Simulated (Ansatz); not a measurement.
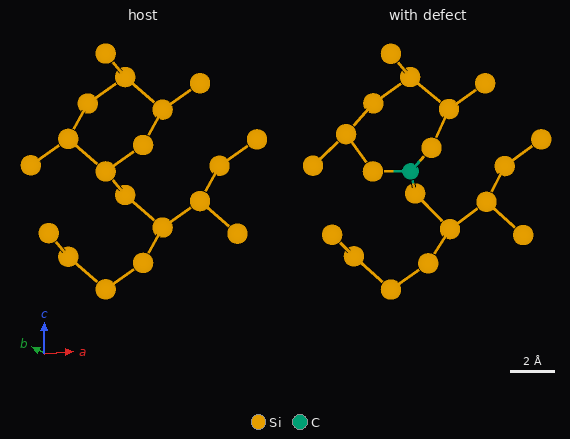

Left: perfect Si. Right: the same region with one point defect, after relaxing the atoms in a supercell of 64 sites. The picture is a ball-and-stick view of the atoms within 6.0 Å of one point, in a slice 3.4 Å thick across the line of sight, seen slightly off an axis.

The calculation used Ansatz 0.2.0, DFT, PBEsol, PAW, plane waves. Settings: plane-wave cutoff 420 eV; k-point mesh 1 × 1 × 1; mesh shifted by (0.25, 0.25, 0.25); collinear spin. Fermi-Dirac smearing of 0.01 eV. A uniform background neutralises the charged cell. The axes drawn are those of the host's conventional cell.

Question: What kind of defect was made?

Answer: An extra carbon atom is put between the host's atoms (an interstitial).

The charge state of the cell is +4.

Question: How does the lattice respond?

Answer: The C atom starts with 10 Si at 2.35 to 2.72 Å around its place and ends with 3 Si at 1.78 to 1.85 Å. Of the host's atoms, a silicon atom moves furthest from its site, by 0.84 Å. The C atom itself moves 1.77 Å from where it was put. The cell ends without a net magnetic moment.

Limits of the set-up: the cell is charged, on a uniform background, and energies carry no finite-size correction.
